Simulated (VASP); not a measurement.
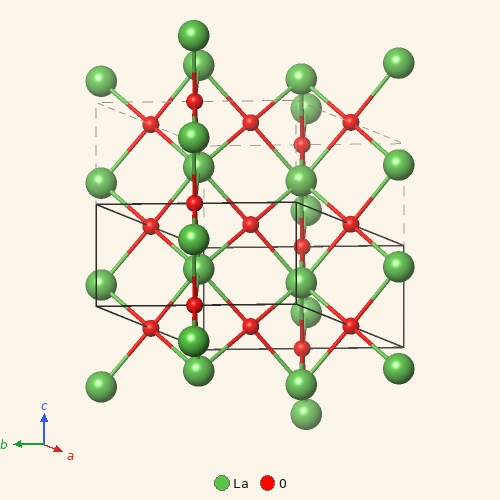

The compound is La2O3 (space group P-62m, No. 189), taken as a cell listed in the Materials Project, as set up for an electronic-structure calculation.

Bonds are taken as La–O below 2.8 Å; no other contact counts. The graph is simplified in the usual way: terminal and isolated atoms are pruned, two-connected atoms become edges.

### What kind of net remains, and which atoms are its nodes?

A binodal (4,6)-connected, three-periodic net: O is a 4-connected node; La is a 6-connected node, in the ratio 3:2.

### Is the net interpenetrated?

It is a single net, without interpenetration.

### Give the first five terms of the coordination sequence (nodes one, two, three … edges away).

O: 4, 14, 20, 50, 60; La: 6, 11, 30, 38, 90.

The simplified net, drawn on the atoms' positions. Nodes are coloured by element. Edges to nodes outside the piece are drawn as stubs.

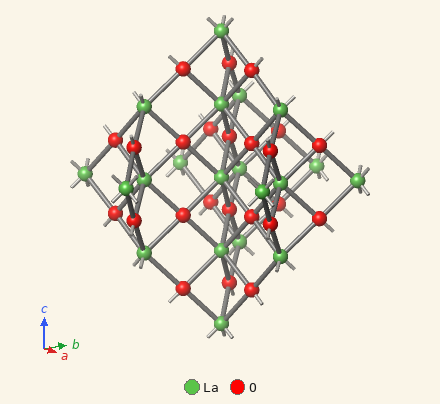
